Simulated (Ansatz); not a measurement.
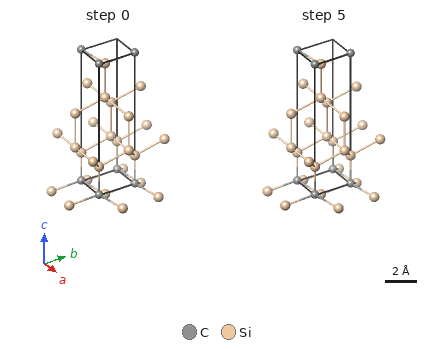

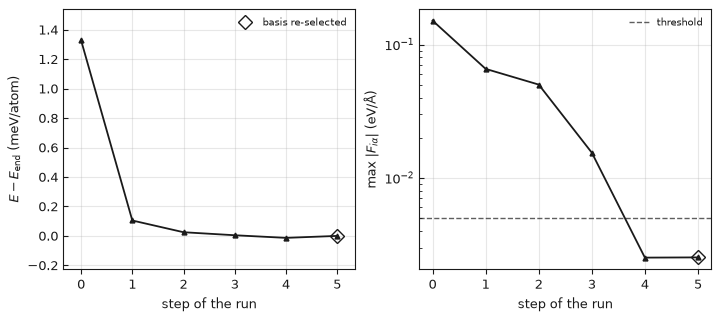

First and last geometry of a relaxation of a crystal of Si$_{5}$C (a generated structure, set up in P3m1), with the history of the run. The picture is a ball-and-stick view of the cell of the calculation, seen slightly off an axis.

Level of theory: DFT, r2SCAN, plane waves, PAW (Ansatz). Set-up: plane-wave cutoff 500 eV; k-point mesh 12 × 12 × 4; occupations fermi dirac; smearing width 0.02 eV; no spin polarisation; cell and atoms relaxed; force threshold 0.005 eV/Å.

Q: Did the run converge, and what did it change?

A: It converged. The largest move relative to the cell is that of a Si atom, 0.007 Å along +c. By element the largest moves are Si 0.007 Å, C 0.003 Å. Cell: a = b 3.612 → 3.598 Å (−0.4 %), c 9.022 → 8.976 Å (−0.5 %). Volume −1.3 %. Near-neighbour distances that change, for instance: Si–Si 2.355 → 2.341 Å, Si–Si 2.284 → 2.272 Å, C–Si 2.158 → 2.152 Å, C–Si 1.921 → 1.915 Å. The space group stays P3m1 (No. 156). After 4 accepted moves (5 points after the start) the energy has fallen by 1.3 meV per atom. The largest force component goes from 0.15 to 0.0025 eV/Å. Pressure: −1.59 GPa at the start and 0.00 GPa at the end. The SCF was repeated once at an unchanged geometry on a basis and grid sized afresh for the cell, which shifted the energy by less than 0.05 meV per atom at most. Cost: 35 s on 4 threads of Arm Neoverse V1 (shared host), peak memory 0.61 GiB.
